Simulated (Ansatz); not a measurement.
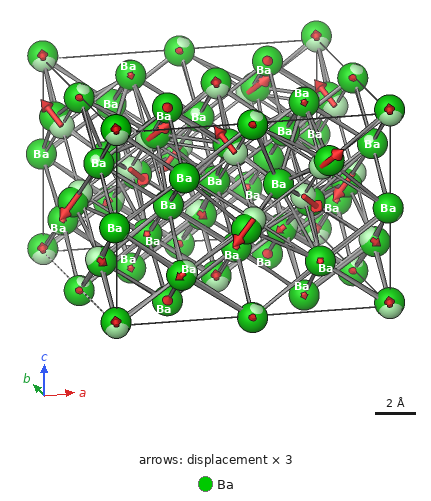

A relaxation of a defect cell of composition Ba. The starting structure is drawn faded, the final one solid; red arrows show the displacements, magnified 3 times.

Style: ball-and-stick. Shown: the conventional cell (2 times the calculation's cell) (origin shifted), slightly off an axis. Lengths and directions refer to the drawn axes.

It is an interstitial Ba in bcc Ba. The run prepares an end point of a later path (interstitial hop) calculation, from a guessed geometry.

These are results of DFT PBE-D3(BJ), scalar-relativistic, plane waves, PAW (Ansatz 0.2.0), not measurements. (plane-wave cutoff 420 eV; k-point mesh 2 × 2 × 2; occupations gaussian; smearing width 0.15 eV; no spin polarisation; atoms relaxed in a fixed cell; force threshold 0.03 eV/Å; at most 60 steps)

What happened in the run?

Answer. The largest moves, 0.64 Å, are those of Ba atoms. The cell stays as it was. Near-neighbour distances that change, for instance: Ba–Ba 4.347 → 5.383 Å, Ba–Ba 4.347 → 5.350 Å, Ba–Ba 4.347 → 5.321 Å, Ba–Ba 5.020 → 4.057 Å. The energy falls by 2.546 eV per cell of the calculation in 12 accepted moves (14 points after the start). The largest force component goes from 2.9 to 0.022 eV/Å. The line search rejected the trial step at point 11 of the run. 1 step only repeated the SCF at the same geometry. The forces were under the threshold at step 4, but the run went on from there.
